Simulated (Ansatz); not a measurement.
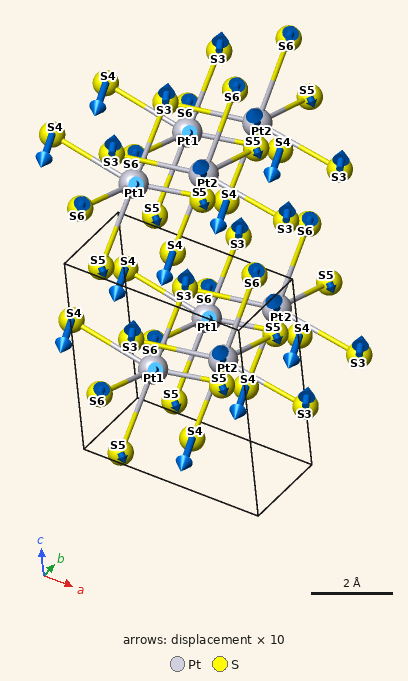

This is a relaxation of a crystal of PtS₂ (built on the TiO2-15 type type). The starting structure is drawn; blue arrows show the displacements (the part carried along by the change of the cell is left out), 10 times their true length.

A ball-and-stick model of the cell of the calculation, repeated 1 × 2 × 2 with one cell outlined, seen slightly off an axis.

Case: shaken.

Level of theory: Ansatz 0.2.0, DFT, PBEsol, plane waves, PAW.

The input:
```yaml
crystal:
  lattice:
    - [3.3760070568, -3.2451128522, 0.3037952883]
    - [3.4065411794, 3.2764592617, 0.2971824403]
    - [-2.7890148104, -0.0186676963, 4.8258792]
  atoms:
    - { symbol: Pt, position: [0.1671287331, 0.8406679306, 0.2584170232] }
    - { symbol: Pt, position: [0.8332546416, 0.1560674311, 0.7387031375] }
    - { symbol: S, position: [0.3427823479, 0.0261405528, 0.7078090634] }
    - { symbol: S, position: [0.6593681785, 0.9860541043, 0.3000747115] }
    - { symbol: S, position: [0.9865882752, 0.6559686321, 0.7952219082] }
    - { symbol: S, position: [0.0119231297, 0.3314503199, 0.2093311327] }
kpoints:
  mp_grid: { grid: [4, 4, 4] }
hamiltonian:
  xc: pbesol
scf:
  occupations: { method: fermi_dirac, width: 0.05 }
relax:
  f_tol: 0.01
  cell: {}
  max_steps: 120
```

Launched with:
```bash
ansatz run input.yaml --threads 2 --pin off --max-ram 2211MiB --backend cpu --events-out ev --progress --plain --runs-dir out
```

> Atoms of which element are displaced furthest, and by how much?

Sulfur: up to 0.13 Å, against 0.07 Å for platinum.

> What did the optimiser do to the structure, and how much energy did it gain?

The largest move relative to the cell is that of S4, 0.13 Å along [0 −3 −1]. Largest moves by element: S 0.13 Å, Pt 0.07 Å. The volume changes by +0.6 %, with a 4.693 → 4.842 Å (+3.2 %), b 4.736 → 4.602 Å (−2.8 %), c 5.574 → 5.706 Å (+2.4 %), α 107.9° → 110.1°, β 107.6° → 108.3°, γ 87.5° → 88.5°. Some distances before and after: Pt2–S4 2.221 → 2.323 Å, Pt1–S6 2.459 → 2.368 Å, Pt2–S5 2.530 → 2.452 Å, Pt2–S3 2.486 → 2.549 Å. Among the angles between lasting bonds that change: S4–Pt1–S4 148.8° → 158.4°, Pt1–S4–Pt1 148.8° → 158.4°, S4–Pt1–S6 88.1° → 94.7°. The space group (tolerance 0.01 Å) goes from P1 (No. 1) to P-1 (No. 2). The energy falls by 0.215 eV per cell of the calculation in 10 accepted moves (12 points after the start). Largest force component: 1.9 eV/Å at the start, 0.0022 eV/Å at the end. Pressure: 2.32 GPa at the start and 0.01 GPa at the end. The line search rejected the trial step at point 10 of the run. At 1 point the geometry stayed and the basis and grid were re-selected for the new cell (energy shift of 0.1 meV per cell of the calculation at most each time).
